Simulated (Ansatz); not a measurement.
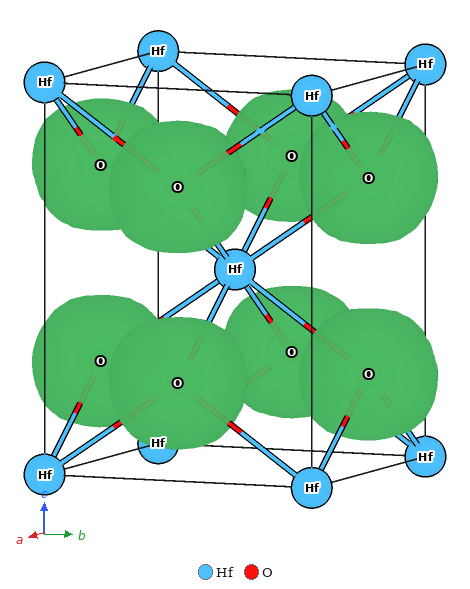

*HfO2. Isosurface of the ELF at 0.65 (green), seen slightly off an axis. Core shells and regions of very low density are left out. Sticks mark near contacts.*

Space group I4/mmm; computed pressure about −18 GPa in this cell.

Computed with Ansatz 0.2.0, Kohn-Sham DFT of a periodic cell, PBE, Ansatz PAW.

In a PAW calculation such maps are meaningful between the atoms, not at the nuclei.

What do the ELF domains correspond to?

Answer. The surface consists of four regions wrapped around O (the valence shell of each), counted in one cell of 6 atoms. Any copies at cell faces, edges or corners count once. Along the contacts the grid gives the following. Hf–O (2.27 Å): the ELF peaks at about 0.85 in the valence shell of O, 0.6 Å from its nucleus, and drops to about 0.15 between the two atoms (no shared electron pair shows on this line).
